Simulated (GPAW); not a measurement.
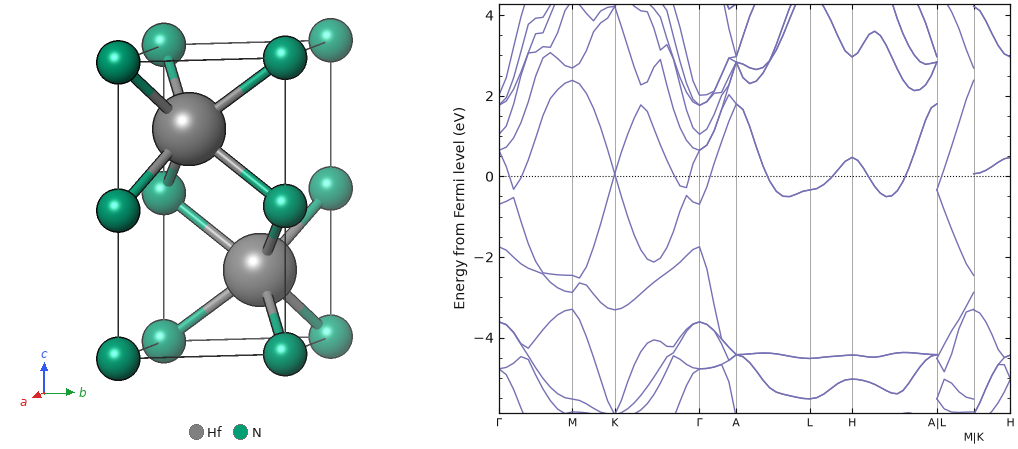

Band structure, beside the structure. Energies are counted from the Fermi level.

Calculation on NiAs-type HfN, space group P6_3/mmc (No. 194), 4 atoms in the cell; a = 3.134 Å, c = 5.417 Å (hexagonal axes).

Level of theory: PBEsol, PAW data sets generated in the run's folder for this functional, no spin polarisation, no spin-orbit coupling, 10×10×5 k mesh, 800 eV cutoff, Fermi-Dirac smearing of 0.05 eV; code GPAW 26.7.0.

Question: Metal, semiconductor or insulator?

Answer: A metal: bands cross the Fermi level along this path.

Question: Which levels at K lie nearest to the Fermi level?

Answer: At K the nearest levels lie 3.31 eV below and 0.06 eV above the Fermi level.

Spin-orbit coupling is left out, which matters for Hf. The usual form of HfN is rocksalt. Bands are joined in order of energy, so crossings between the computed points show as kinks or gaps.
